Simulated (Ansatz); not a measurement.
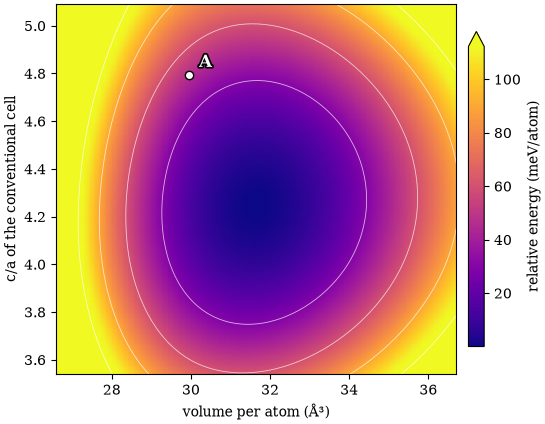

Ge2Sb2Te5 (P-3m1, No. 164; 9 atoms in the cell). 
- The energy is mapped over volume and the cell's shape.
- The first coordinate is: volume per atom; the second: c/a of the conventional cell.
- Nothing is relaxed (fractional coordinates fixed).
- The grid has 7 × 7 points.
- Points are written as (first, second).
- Energies are in meV/atom, from the lowest grid point.
- The lowest point has no gap; 11 points of the grid have one on the k-mesh.
- Computed with Ansatz, DFT PBE, scalar-relativistic, plane waves, PAW. Settings: cutoff 420 eV, k-mesh 12×12×2 in the order of the run's cell vectors, gaussian smearing 0.03 eV, no spin polarisation.

In the figure: a smooth colour map with a few white contour lines, one colour for all values above the top of the scale, the point A. Between grid points the surface is interpolated.

> Is A at rest? If not, where is it pushed?

A, at (29.96 Å³, 4.793), is not a stationary point. The computed force is 17 meV/atom for each Å³ towards larger values of volume per atom and 107 meV/atom for each unit towards smaller values of c/a of the conventional cell.
